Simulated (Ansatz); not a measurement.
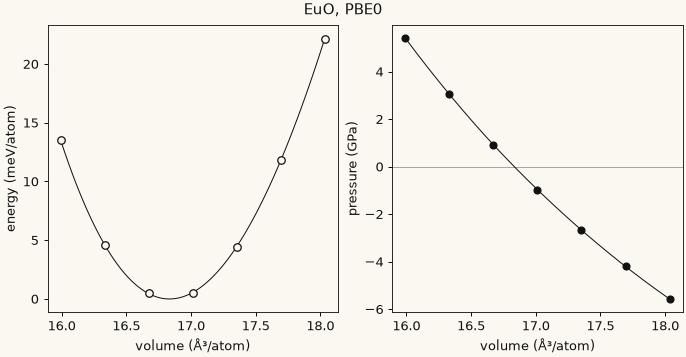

The picture above shows the energy and pressure against volume for EuO, space group Fm-3m (No. 225).

Cell as given: a = 3.637 Å, b = 3.637 Å, c = 3.637 Å, α = 60.00°, β = 60.00°, γ = 60.00°; 2 atoms.

How it was computed, with Ansatz 0.2.0: plane-wave DFT, collinear spins; energies at scaled volumes of the given cell, shape and fractions fixed, counted from the fit's minimum, third-order Birch-Murnaghan fit. Level: PBE0, collinear spin.

```tsv
setting	value
k mesh	6×6×6
occupations	Fermi–Dirac
smearing width	0.05 eV
potentials	Ansatz PAW
wave cutoff	420 eV
density cutoff	1680 eV
```

### How stiff is the solid, and where is its volume at rest?

A third-order Birch–Murnaghan fit gives V0 = 16.83 Å³/atom, B0 = 94 GPa and B′ = 4.4.

### Read off the course of the pressure.

It falls from 5.40 GPa at volume 15.99 Å³/atom to −5.57 GPa at 18.03 Å³/atom, and changes sign near 16.84 Å³/atom.

Caveats: state may lie high.
